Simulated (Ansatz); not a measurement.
**Single-point calculation, with input and output: AlN (part 2 of 2)**

The same run, continued: AlN (slab, 32 atoms in the cell); DFT PBE+D3(BJ), scalar-relativistic, plane waves, PAW, no spin polarisation (Ansatz 0.2.0); cutoff 420 eV, 3×3×1 k-mesh, Gaussian smearing of 0.05 eV. The structure derives from an entry of the Crystallography Open Database. It belongs to a series of runs on one base structure; here: the slab at its places in the relaxed adsorbed structure.

### Output, continued
```
--- Forces (eV/Å), atoms counted from 1 ---
  atom   1  N     -0.00563530    -0.02062027     2.09463206
  atom   2  N     -0.01330112     0.00765557     2.09077107
  atom   3  N      0.00343247    -0.00196178     2.05825182
  atom   4  N      0.01506223     0.01515031     2.09468309
  atom   5  Al     0.02970348     0.01887068    -2.88418235
  atom   6  Al     0.00261566    -0.00152428    -2.86124625
  atom   7  Al    -0.03139555     0.01814654    -2.91588658
  atom   8  Al    -0.00145954    -0.03516192    -2.88434834
  atom   9  N      0.19510247     0.12152491     2.32011392
  atom  10  N      0.01471313    -0.00861790     2.33206972
  atom  11  N     -0.20065957     0.11591004     2.39644591
  atom  12  N     -0.00752735    -0.22976287     2.32052745
  atom  13  Al     0.05000721    -0.12858457    -1.56429591
  atom  14  Al    -0.11537864     0.06707867    -1.58867223
  atom  15  Al    -0.07007861     0.03996752    -1.45033688
  atom  16  Al     0.13595520     0.02096531    -1.56561726
  atom  17  N      0.01695938     0.03547740    -0.00597828
  atom  18  N      0.01425330    -0.00842139     0.00561669
  atom  19  N     -0.01161689     0.00715278    -0.08563315
  atom  20  N     -0.02224479    -0.03167805    -0.00367710
  atom  21  Al     0.01305330     0.00405851    -0.02529026
  atom  22  Al    -0.02129554     0.01225697    -0.36490195
  atom  23  Al    -0.01078457     0.00636243     0.04028519
  atom  24  Al     0.00291207    -0.01328134    -0.02434060
  atom  25  N      0.01515461    -0.06346877    -0.20427628
  atom  26  N     -0.29710646     0.17196605     0.45643947
  atom  27  N      0.02359872    -0.01383480    -0.35968624
  atom  28  N      0.06184655     0.01958518    -0.20488160
  atom  29  Al    -0.06135759    -0.15826321     0.27965611
  atom  30  Al     0.08761550    -0.04955695    -0.04301600
  atom  31  Al     0.08249904    -0.05050011     0.26755498
  atom  32  Al     0.10534452     0.13311616     0.27936588
  max |Σ_I F_I| component: 1.46e-4 eV/Å
--- Band table (eV; the first three rows and the last of 5) ---
  k-point 0: bands = ["-18.4233", "-17.2839", "-16.7554", "-16.5955", "-16.5363", "-16.2439", "-16.1915", "-16.1752", "-16.0649", "-14.8465", "-14.8295", "-14.8161", "-13.5080", "-12.2963", "-12.2959", "-12.2934", "-9.1818", "-9.1225", "-9.0955", "-8.7450", "-8.5334", "-8.4843", "-8.3583", "-7.2178", "-7.1736", "-7.1577", "-6.5209", "-6.1052", "-6.0290", "-6.0150", "-5.4717", "-5.4154", "-5.3850", "-5.0810", "-5.0469", "-5.0422", "-4.9719", "-4.8643", "-4.7739", "-4.7628", "-4.6357", "-4.6219", "-4.4543", "-4.3568", "-4.3355", "-3.9766", "-3.9740", "-3.4205", "-3.4131", "-3.3708", "-3.3291", "-3.2320", "-3.2226", "-2.5297", "-2.5290", "-1.4569", "-0.9577", "-0.9573", "-0.9569", "-0.9304", "-0.4852", "-0.4849", "-0.4784", "-0.1804", "-0.1804", "0.3484", "0.3522", "1.2280", "1.8259", "1.9252", "1.9781", "2.1667", "2.8656", "2.8666", "2.9442", "3.1376", "3.1911", "3.2073", "3.4334", "3.8538", "4.0105", "4.3816", "4.7791", "4.9597", "5.0157", "5.3927", "5.5265", "5.6725", "6.1301", "6.2934", "6.3170", "6.3375", "6.4215", "6.5686", "6.6031", "6.8576"]
  k-point 1: bands = ["-18.1013", "-17.2574", "-17.0175", "-16.7273", "-16.6225", "-16.4319", "-16.1846", "-16.1502", "-15.8403", "-15.2158", "-14.8433", "-14.8401", "-13.2442", "-12.6423", "-12.3020", "-12.3000", "-8.7158", "-8.6128", "-8.4111", "-8.2491", "-8.1293", "-8.0120", "-7.7826", "-7.1152", "-6.9910", "-6.8913", "-6.5925", "-6.3894", "-6.3219", "-6.0831", "-5.9839", "-5.9447", "-5.6584", "-5.5541", "-5.4613", "-5.2505", "-5.1164", "-4.9572", "-4.8038", "-4.7509", "-4.6959", "-4.6117", "-4.5743", "-4.4993", "-4.3276", "-4.2628", "-4.1972", "-4.1326", "-4.0371", "-3.6439", "-3.2045", "-3.0822", "-3.0290", "-2.9169", "-2.7690", "-1.7098", "-1.7095", "-1.3976", "-0.9674", "-0.7799", "-0.7565", "-0.5361", "-0.3929", "-0.3388", "-0.3325", "0.1272", "0.5467", "1.6338", "2.4497", "2.5921", "2.8084", "2.8837", "3.1891", "3.4674", "3.5400", "3.5756", "3.8785", "3.9157", "4.1328", "4.3410", "4.8491", "5.0278", "5.1170", "5.1929", "5.3816", "5.5328", "5.6919", "5.8370", "5.9790", "6.0778", "6.1615", "6.2343", "6.3116", "6.4023", "6.4861", "6.5413"]
  k-point 2: bands = ["-18.1013", "-17.2573", "-17.0174", "-16.7272", "-16.6227", "-16.4320", "-16.1846", "-16.1501", "-15.8404", "-15.2158", "-14.8434", "-14.8400", "-13.2442", "-12.6423", "-12.3020", "-12.3000", "-8.7159", "-8.6126", "-8.4112", "-8.2491", "-8.1290", "-8.0119", "-7.7827", "-7.1152", "-6.9911", "-6.8912", "-6.5925", "-6.3894", "-6.3221", "-6.0831", "-5.9838", "-5.9448", "-5.6585", "-5.5543", "-5.4611", "-5.2507", "-5.1164", "-4.9572", "-4.8037", "-4.7509", "-4.6958", "-4.6117", "-4.5745", "-4.4993", "-4.3276", "-4.2627", "-4.1972", "-4.1326", "-4.0369", "-3.6439", "-3.2045", "-3.0821", "-3.0290", "-2.9169", "-2.7690", "-1.7098", "-1.7095", "-1.3976", "-0.9674", "-0.7799", "-0.7565", "-0.5361", "-0.3929", "-0.3388", "-0.3325", "0.1272", "0.5468", "1.6335", "2.4498", "2.5920", "2.8085", "2.8835", "3.1891", "3.4678", "3.5400", "3.5754", "3.8785", "3.9158", "4.1330", "4.3409", "4.8490", "5.0278", "5.1171", "5.1930", "5.3818", "5.5328", "5.6920", "5.8372", "5.9791", "6.0777", "6.1616", "6.2343", "6.3115", "6.4022", "6.4861", "6.5413"]
  k-point 4: bands = ["-18.0969", "-17.2756", "-17.0235", "-16.7216", "-16.5861", "-16.4400", "-16.1863", "-16.1637", "-15.8386", "-15.2168", "-14.8565", "-14.8265", "-13.2442", "-12.6423", "-12.3016", "-12.3004", "-8.6794", "-8.6778", "-8.3542", "-8.2294", "-8.1813", "-8.0426", "-7.7564", "-7.1088", "-6.9397", "-6.9245", "-6.6032", "-6.3537", "-6.3047", "-6.0940", "-6.0200", "-5.9511", "-5.6329", "-5.5470", "-5.4858", "-5.2425", "-5.1416", "-4.9434", "-4.8595", "-4.7380", "-4.7233", "-4.6199", "-4.5401", "-4.4644", "-4.3212", "-4.2730", "-4.1962", "-4.1239", "-4.0490", "-3.6437", "-3.2032", "-3.0878", "-3.0226", "-2.9175", "-2.7701", "-1.7103", "-1.7089", "-1.3976", "-0.9470", "-0.7799", "-0.7524", "-0.5375", "-0.3929", "-0.3386", "-0.3324", "0.0503", "0.5344", "1.7013", "2.4724", "2.6093", "2.8054", "2.9014", "3.2126", "3.4373", "3.5424", "3.5891", "3.8866", "3.9059", "4.1086", "4.3345", "4.8800", "5.1026", "5.1344", "5.1871", "5.2463", "5.5746", "5.7310", "5.7320", "5.9740", "6.0684", "6.1286", "6.2124", "6.3214", "6.4352", "6.4491", "6.5455"]
```

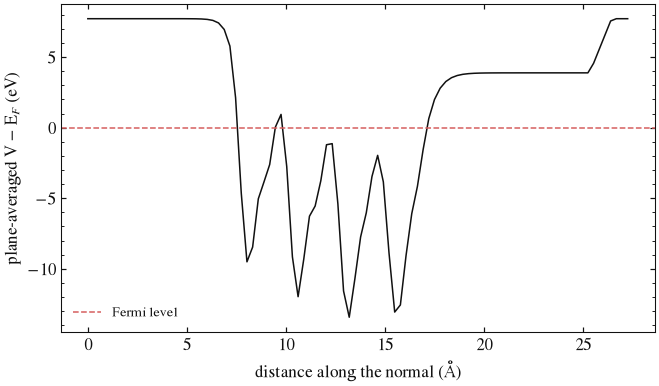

Figure 1. Plane average of the electrostatic potential energy of an electron across the cell, from the Fermi level. The vacuum level lies 3.88 eV above the Fermi level on the upper side and 7.72 eV on the lower.

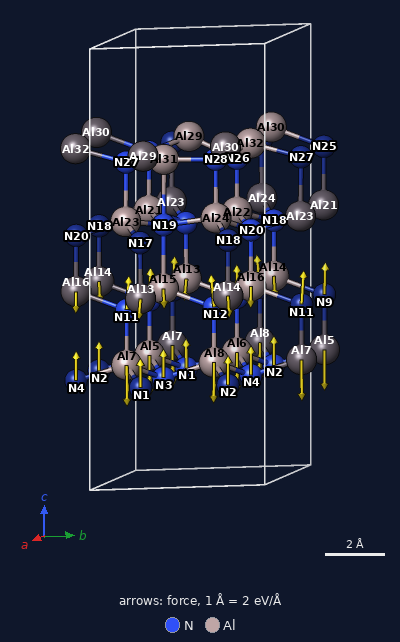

Figure 2. Forces on the atoms as yellow arrows (ball-and-stick view of the cell of the calculation, with the vacuum cut short, seen slightly off an axis; neighbours outside the cell are drawn fainter; atoms are numbered from 1 in the order of the input); the smallest are left out. The largest act on Al7 (2.92 eV/Å); Al5, Al8 (2.88 eV/Å); Al6 (2.86 eV/Å); N11 (2.41 eV/Å), among others. The geometry is not a stationary point of this energy.

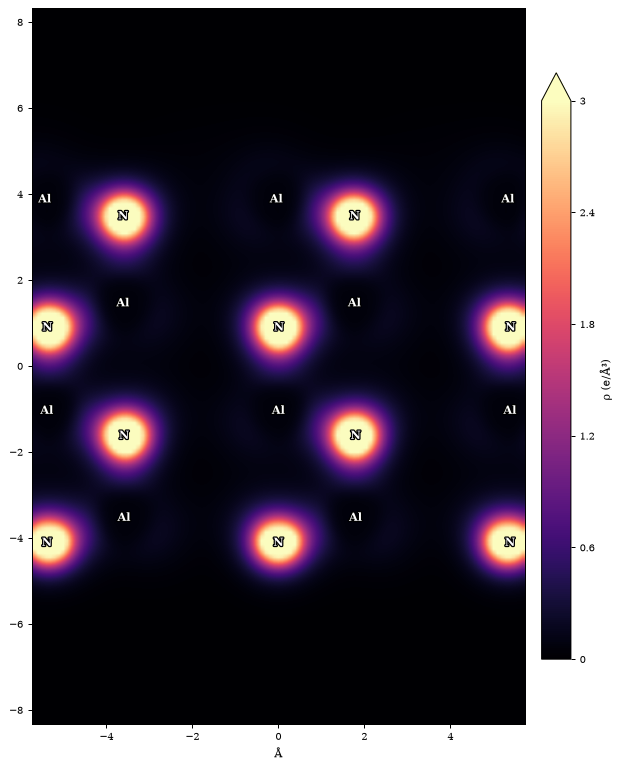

Figure 3. Valence pseudo-density on the (110) plane of the calculation cell, a cut from vacuum to vacuum. Atoms in the plane: N and Al. Al–N (1.85 Å): ρ at the midpoint is about 0.73 e/Å³. Al–N (1.89 Å): the density is about 0.69 e/Å³ at the midpoint. Al–N (1.90 Å): the density is about 0.64 e/Å³ at the midpoint. Al–N (2.02 Å): the density is about 0.54 e/Å³ at the midpoint. The density dies away to nearly zero in the vacuum. Core electrons are frozen (PAW), so the fields are smoothed inside the atomic spheres.

### Key numbers

```tsv
quantity	value
outcome	converged
electrons treated	128
free energy	−14779.4761 eV
work function, top face	3.88 eV
work function, bottom face	7.72 eV
Fermi energy	−0.327 eV
gap on the k-point mesh	none (metallic)
work function (upper face)	3.88 eV
largest force (length of the vector)	2.916 eV/Å
hardware	2 threads of Arm Neoverse V2, 24 GiB of memory available, shared host
wall time	44 s (CPU time 85 s)
peak memory	1.3 GiB
```
